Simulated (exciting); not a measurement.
System: Sb, space group R-3m, 2 atoms in the primitive cell; a = 4.308 Å, c = 11.274 Å (hexagonal axes). Starting point: LDA, all-electron LAPW+lo, shipped species files, valence relativity iora*, no spin polarisation, no spin-orbit coupling, 5×5×5 k mesh, Gaussian smearing of 0.005 eV (exciting sodium). Many-body step: G0W0 with q or response mesh 3 × 3 × 3 and gmaxvr (cutoff of density and potential) 14 1/bohr.

In LDA the smallest gap over these k points is 1.35 eV, with direct gaps of 1.41 eV at (0.33, 0.33, 0.33), 1.53 eV at (0.00, 0.00, 0.33) and 3.88 eV at Γ.

> What does G0W0 give?

Over the k points that were corrected, the smallest gap goes from 1.35 eV in LDA ((0.33, 0.33, 0.33) to (0.00, 0.00, 0.33)) to 1.54 eV in G0W0 ((0.33, 0.33, 0.33) to (0.00, 0.00, 0.33)), a change of +0.19 eV (+15 %). Counted from the valence top, the lowest empty level moves by +0.14 eV at (0.33, 0.33, 0.33), +0.19 eV at (0.00, 0.00, 0.33) and +0.20 eV at Γ; over the 6 points that were corrected the shifts run from −0.07 to +0.27 eV: a spread of 0.34 eV on a mean of 0.16 eV, so one scissor shift doesn't describe this level. The top filled level also moves against the valence top, by −0.37 eV at (0.00, 0.33, 0.33). The quasiparticle weight (renormalisation factor) lies between 0.75 and 0.78 for the top filled and first empty levels.

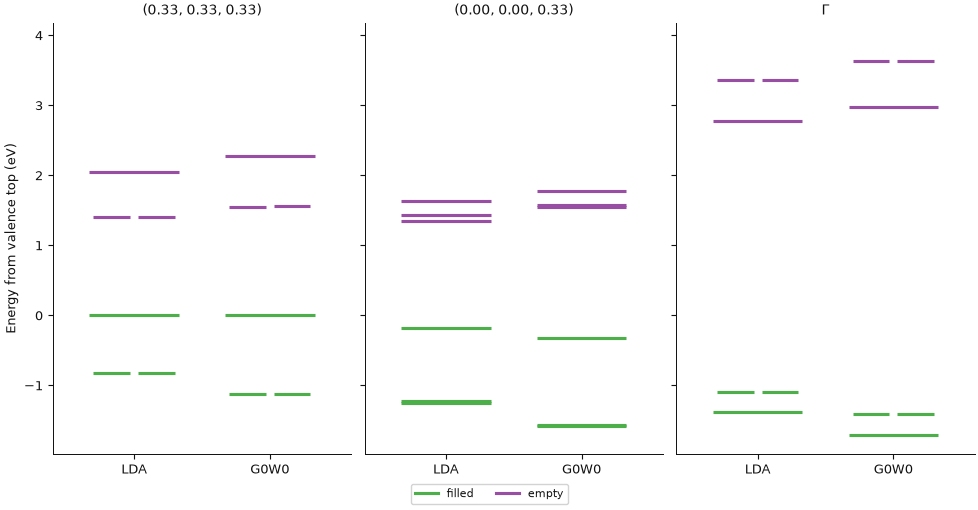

Levels at (0.33, 0.33, 0.33), (0.00, 0.00, 0.33) and Γ in LDA and in G0W0, each set counted from its own valence top.

| k point | LDA direct gap (eV) | G0W0 direct gap (eV) |
| --- | --- | --- |
| (0.33, 0.33, 0.33) | 1.41 | 1.55 |
| (0.00, 0.00, 0.33) | 1.53 | 1.86 |
| Γ | 3.88 | 4.38 |

The basis lacks high local orbitals and the q mesh is coarse, so quasiparticle gaps aren't converged. This odd mesh holds no zone-boundary point such as X or L, so its gap can lie well above the true one. An odd mesh through Γ misses points on the zone boundary, where band edges often lie. Spin-orbit coupling is left out, which matters for Sb. Bands, cutoffs and mesh are finite, so these values aren't at the basis limit.
